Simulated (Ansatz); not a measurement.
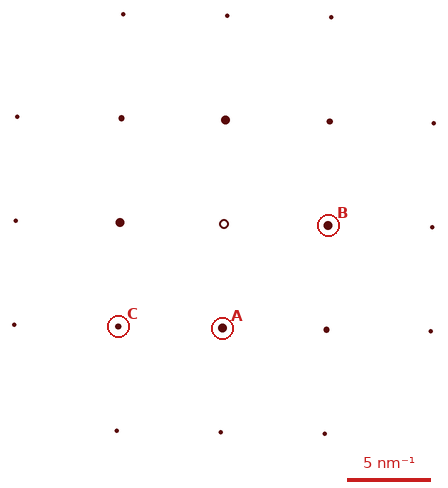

The pattern is a kinematic simulation for 120 kV electrons (no multiple scattering; isotropic B = 0.5 Å²). The zone axis points towards the electron source and the pattern is seen from the source side.

Crystal: Be, space group Fm-3m (No. 225), a = 3.187 Å. Structure: the input geometry of an electronic-structure calculation (not necessarily at equilibrium); the starting structure was generated, so it need not be a known form of this composition.

```json
{"atom": "Be", "site": "4a", "symmetry": "m-3m", "x": "0.0000", "y": "0.0000", "z": "0.0000"}
```

Spot A is indexed -2 0 0 and spot B 0 -2 0.

Question: What are the indices of the remaining marked spot?

Answer: C = A − B = -2 2 0 (d = 1.127 Å).

Question: Which zone axis is this?

Answer: The cross product of A and B is parallel to [001]; every spot obeys hu + kv + lw = 0.
